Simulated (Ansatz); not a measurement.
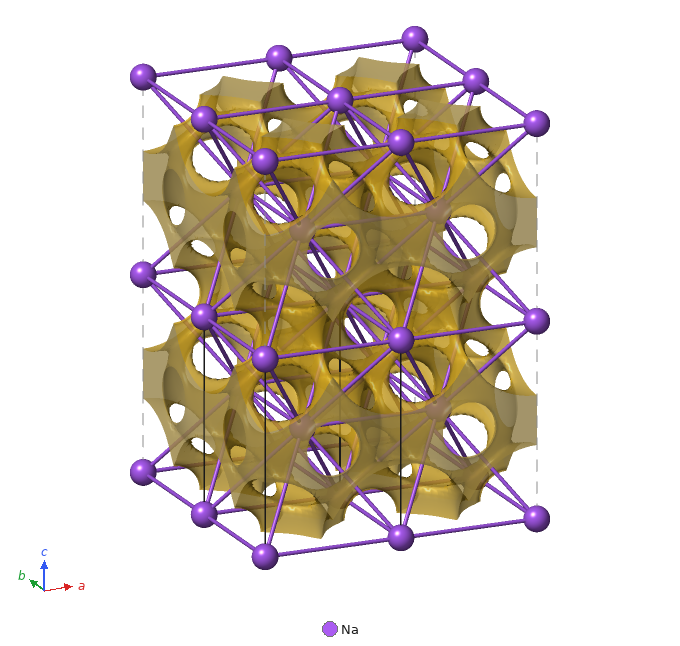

The yellow surface encloses the points that the centre of a probe sphere of radius 0.10 Å can occupy in Na in space group I4/mmm, computed on a grid of about 0.16 Å (2×2×2 cells shown, view from a free direction; pale faces close the region where the box cuts it).

The atoms' radii are touching radii (half the shortest distance): Na 1.88 Å.

Origin of the cell: the input geometry of an electronic-structure calculation (not necessarily at equilibrium).

```cif
data_structure
_symmetry_space_group_name_H-M 'I4/mmm'
_symmetry_Int_Tables_number 139
_cell_length_a 3.7766
_cell_length_b 3.7766
_cell_length_c 5.2746
_cell_angle_alpha 90.000
_cell_angle_beta 90.000
_cell_angle_gamma 90.000
_cell_volume 75.23
loop_
_atom_site_label
_atom_site_type_symbol
_atom_site_symmetry_multiplicity
_atom_site_Wyckoff_symbol
_atom_site_fract_x
_atom_site_fract_y
_atom_site_fract_z
_atom_site_occupancy
Na1 Na 2 a 0.00000 0.00000 0.00000 1
```

Question: Describe the connectivity of the accessible space.

Answer: Where they connect, they form a three-dimensional network.

Question: What share of the cell can the probe's centre reach?

Answer: About 16 % of the volume (12 Å³ of 75.2 Å³).

Question: Give the largest included and the largest free sphere.

Answer: The largest sphere that fits anywhere has a diameter of 1.52 Å; the largest that can travel through the crystal, about 0.6 Å.

Question: How does the connectivity change as the probe shrinks?

Answer: Below a radius of about 0.29 Å the space forms a three-dimensional network. These are grid estimates, good to about 0.05 Å.
